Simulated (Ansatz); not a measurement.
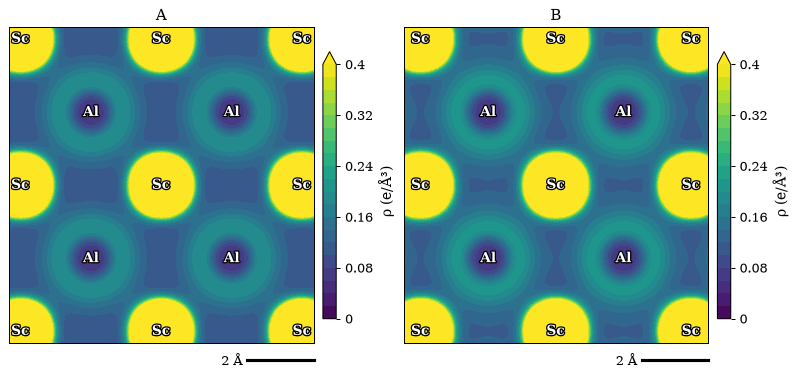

ScAl3. The valence electron density of two cells that differ in size and shape, on the (010) plane of each (indices in the axes of the calculation cell), at one length scale and on one colour scale; one has 18.2 and the other 19.7 Å³ an atom.

Space group P4/mmm; a structure from a database of computed crystals, not necessarily the ambient phase.

Method: Ansatz 0.2.0, DFT PBEsol, scalar-relativistic, plane waves, PAW.

The density is the valence pseudo-density of a PAW calculation; it isn't the true density close to the nuclei.

The larger cell:

```
CELL_PARAMETERS angstrom
4.23415 0.00000 0.00000
0.00000 4.23415 0.00000
0.00000 0.00000 4.39700
ATOMIC_POSITIONS crystal
Sc 0.00000 0.00000 0.00000
Al 0.50000 0.00000 0.50000
Al 0.00000 0.50000 0.50000
Al 0.50000 0.50000 0.00000
```

The smaller cell: a = 4.071 Å, b = 4.071 Å, c = 4.397 Å, α = 90.00°, β = 90.00°, γ = 90.00°.

Question: Which panel shows the smaller cell, and what does the compression change?

Answer: Panel B is the smaller cell, by 8 % in volume. From the larger cell to the smaller, Sc–Al goes from 3.05 to 3.00 Å, and the density at its midpoint from 0.14 to 0.16 e/Å³; the pressure goes from −10 to −6 GPa.
